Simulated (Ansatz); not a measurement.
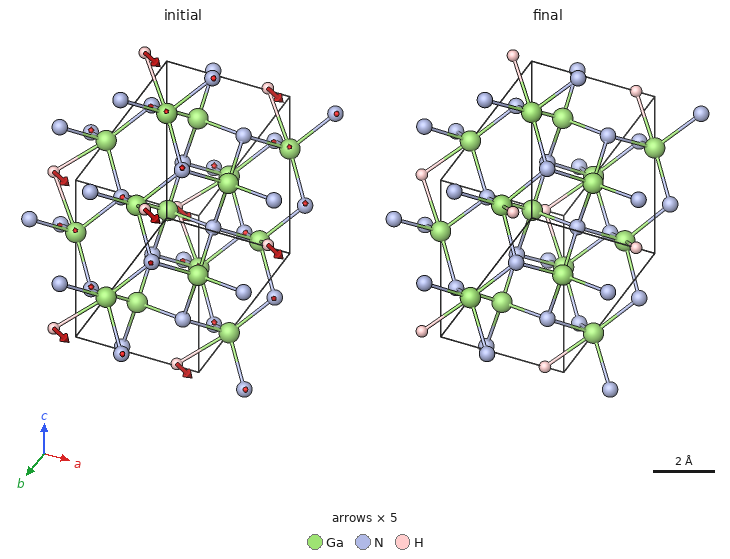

The structure of a defect cell of composition Ga₆HN₆ before (left) and after (right) a relaxation, at one scale. The red arrows give the displacements, 5 times their true length.

The picture is a ball-and-stick view of the cell of the calculation, seen from a free direction.

Case: H interstitial, charge +0, atoms relaxed. The atoms of the start lie slightly off their symmetric places, so part of the fall in energy undoes that.

Computed with DFT PBE, scalar-relativistic, plane waves, PAW (Ansatz 0.2.0).

Input file:
```yaml
crystal:
  lattice:
    - [0.0, 0.0, -5.2431684262]
    - [4.827556226, 2.7871908866, 0.0]
    - [1.0e-10, -5.5743817732, 0.0]
  atoms:
    - { symbol: Ga, position: [0.5008651352, 0.6666666667, 0.6666666667] }
    - { symbol: Ga, position: [0.5008651352, 0.3333333333, 0.0] }
    - { symbol: Ga, position: [0.5008651352, 1.0, 0.3333333333] }
    - { symbol: Ga, position: [0.0008651352, 0.3333333333, 0.3333333333] }
    - { symbol: Ga, position: [0.0008651352, 0.0, 0.6666666667] }
    - { symbol: Ga, position: [0.0008651352, 0.6666666667, 0.0] }
    - { symbol: "N", position: [0.1241348648, 0.6666666667, 0.6666666667] }
    - { symbol: "N", position: [0.1241348648, 0.3333333333, 0.0] }
    - { symbol: "N", position: [0.1241348648, 1.0, 0.3333333333] }
    - { symbol: "N", position: [0.6241348648, 0.3333333333, 0.3333333333] }
    - { symbol: "N", position: [0.6241348648, 0.0, 0.6666666667] }
    - { symbol: "N", position: [0.6241348648, 0.6666666667, 0.0] }
    - { symbol: H, position: [0.8182122369, -0.0045179223, 0.0097058689], spin: 1.0 }
basis:
  ecutwfc: 420
  xc_grid: 2
kpoints:
  mp_grid: { grid: [3, 3, 3], shift: [0.0, 0.0, 0.0] }
hamiltonian:
  xc: pbe
scf:
  occupations: { method: gaussian, width: 0.02 }
output:
  forces: true
  stress: false
  eigenvalues: true
  populations: true
  write_density: true
  write_potential: true
  elf: true
  volumetric_format: npy
magnetization:
  spin_polarized: true
relax:
  adjacent_minimum: "off"
  f_tol: 0.02
  max_steps: 60
```

Command:
```bash
ansatz run input.yaml --threads 4 --pin off --max-ram 10240MiB --backend cpu --events-out ev --progress --plain --runs-dir out
```

Describe what moved and what it gained.

After 3 geometry steps the energy has fallen by 64.2 meV per cell of the calculation. Largest force component: 0.39 eV/Å at the start, 0.013 eV/Å at the end. The atom that moves furthest is H13 (0.17 Å roughly along [3 0 −1]). By element the largest moves are H 0.17 Å, N 0.04 Å, Ga 0.04 Å. The cell doesn't change. Some distances before and after: Ga5–H13 2.150 → 1.993 Å, Ga4–H13 2.079 → 1.993 Å, Ga6–H13 2.045 → 1.994 Å, Ga1–N7 1.975 → 1.956 Å. Among the angles between lasting bonds that change: Ga5–N7–Ga6 109.8° → 106.5°, N7–Ga5–N8 109.8° → 112.3°. The run took 69 s on 4 threads of Arm Neoverse V1, with other jobs on the host, peak memory 0.62 GiB.

Limits of the set-up: the k-point mesh is coarse for a cell with partly filled bands; the periodic images lie only 5.2 Å apart, so the values are limited by the cell's size.
